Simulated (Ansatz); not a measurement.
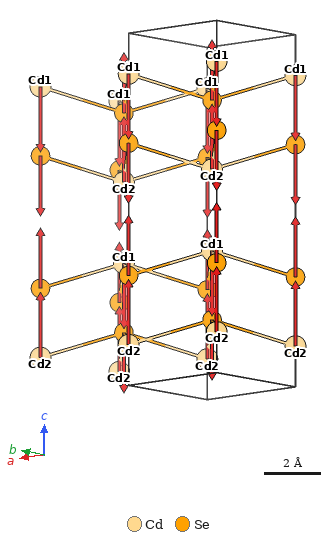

A relaxation of solid CdSe (built on the HgF-139 type type). The starting structure is drawn; red arrows show the displacements (the part carried along by the change of the cell is left out), 3 times their true length.

Style: ball-and-stick. Shown: the conventional cell (2 times the calculation's cell), repeated 2 × 1 × 1 with one cell outlined, from a free direction. Lengths and directions refer to the drawn axes.

Level of theory: DFT, PBEsol, plane waves, PAW (Ansatz).

Input
```yaml
crystal:
  lattice:
    - [-2.12564967, 2.12564967, 6.41682503]
    - [2.12564967, -2.12564967, 6.41682503]
    - [2.12564967, 2.12564967, -6.41682503]
  atoms:
    - { symbol: Cd, position: [0.88451596, 0.88451596, 0.0] }
    - { symbol: Cd, position: [0.11548404, 0.11548404, 0.0] }
    - { symbol: Se, position: [0.6881518, 0.6881518, 0.0] }
    - { symbol: Se, position: [0.3118482, 0.3118482, 0.0] }
kpoints:
  mp_grid: { grid: [8, 8, 8] }
hamiltonian:
  xc: pbesol
scf:
  occupations: { method: fermi_dirac, width: 0.03 }
relax:
  f_tol: 0.01
  cell: {}
  max_steps: 120
output:
  write_density: true
  write_potential: true
  elf: true
  volumetric_format: npy
```

Command:
```bash
ansatz run input.yaml --threads 2 --pin off --max-ram 2211MiB --backend cpu --events-out ev --progress --plain --runs-dir out
```

Describe the change and its energy.

Over 11 accepted moves (12 points after the start) the energy falls by 549 meV per atom. Largest force component: 1.6 eV/Å at the start, 0.0034 eV/Å at the end. The pressure goes from −3.62 to 0.03 GPa. At 1 point the geometry stayed and the basis and grid were re-selected for the new cell (energy shift of 0.2 meV per atom at most each time). The largest moves relative to the cell, 0.80 Å, are those of Cd1 and Cd2. Cd2 goes along +c. By element the largest moves are Cd 0.80 Å, Se 0.74 Å. Cell: a = b 4.251 → 3.867 Å (−9.0 %), c 12.834 → 14.223 Å (+10.8 %). Volume −8.3 %. Near-neighbour distances that change, for instance: Cd1–Se4 3.147 → 2.782 Å, Cd1–Se3 2.520 → 2.733 Å. Bond angles that change, for instance: Cd1–Se3–Cd2 107.2° → 79.4°, Se3–Cd2–Se4 72.8° → 100.6°, Se3–Cd2–Se3 145.5° → 158.8°. The space group stays I4/mmm (No. 139). Cost: 110 s on 2 threads of Arm Neoverse V2 (shared host), peak memory 0.6 GiB.

Limits of the set-up: layers or molecules are held without a dispersion correction, so their spacing is unreliable.
